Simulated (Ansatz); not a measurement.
The calculation's input:

```
crystal:
  lattice:
    - [-4.8271903401, 4.8271903401, 0.0]
    - [-4.8271903401, -4.8271903401, 0.0]
    - [4.8271903401, 0.0, 6.4763045079]
  atoms:
    - { symbol: Sn, position: [0.625, 0.125, 0.25] }
    - { symbol: Sn, position: [0.875, 0.375, 0.75] }
    - { symbol: Sn, position: [0.125, 0.625, 0.25] }
    - { symbol: Sn, position: [0.375, 0.875, 0.75] }
    - { symbol: Sn, position: [0.0, 1.0, 0.0] }
    - { symbol: Sn, position: [0.25, 0.25, 0.5] }
    - { symbol: Sn, position: [0.5, 0.5, 0.0] }
    - { symbol: Sn, position: [0.75, 0.75, 0.5] }
    - { symbol: O, position: [0.9315765235, 0.125, 0.25] }
    - { symbol: O, position: [0.1815765235, 0.375, 0.75] }
    - { symbol: O, position: [0.4315765235, 0.625, 0.25] }
    - { symbol: O, position: [0.6815765235, 0.875, 0.75] }
    - { symbol: O, position: [0.3184234765, 0.125, 0.25] }
    - { symbol: O, position: [0.5684234765, 0.375, 0.75] }
    - { symbol: O, position: [0.8184234765, 0.625, 0.25] }
    - { symbol: O, position: [0.0684234765, 0.875, 0.75] }
    - { symbol: O, position: [0.5, 0.1934234765, 0.0] }
    - { symbol: O, position: [0.75, 0.4434234765, 0.5] }
    - { symbol: O, position: [0.0, 0.6934234765, 0.0] }
    - { symbol: O, position: [0.25, 0.9434234765, 0.5] }
    - { symbol: O, position: [0.5, 0.8065765235, 0.0] }
    - { symbol: O, position: [0.75, 0.0565765235, 0.5] }
    - { symbol: O, position: [0.0, 0.3065765235, 0.0] }
    - { symbol: O, position: [0.25, 0.5565765235, 0.5] }
basis:
  ecutwfc: 420
  xc_grid: 2
kpoints:
  mp_grid: { grid: [3, 3, 3], shift: [0.0, 0.0, 0.0] }
hamiltonian:
  xc: pbe
scf:
  occupations: { method: gaussian, width: 0.02 }
output:
  forces: true
  stress: true
  eigenvalues: true
  write_density: true
  write_potential: true
  elf: true
  volumetric_format: npy
```

Launched as:

```sh
ansatz run input.yaml --threads 8 --pin off --max-ram 16384MiB --backend cpu --events-out ev --progress --plain --runs-dir out
```

Space group P4₂/mnm; a structure from a database of computed crystals, not necessarily the ambient phase.

Level of theory: Ansatz 0.2.0, DFT PBE, scalar-relativistic, plane waves, PAW.

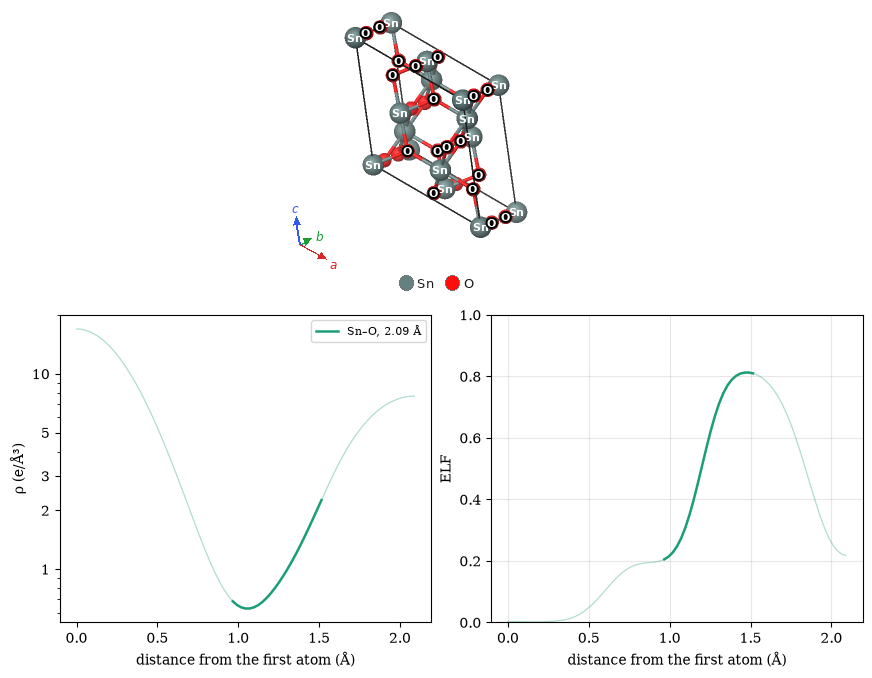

SnO2. Valence electron density and ELF along straight lines between neighbouring atoms. Thin, pale parts lie inside the atomic spheres. The structure is drawn too.

The density is the valence pseudo-density of a PAW calculation; it isn't the true density close to the nuclei.

What can be read from the curves?

Answer. Sn–O (2.09 Å): ρ at the midpoint is about 0.63 e/Å³; the ELF peaks at about 0.80 in the valence shell of O, 0.6 Å from its nucleus, and is about 0.25 at the midpoint: no shared electron pair shows on this line.
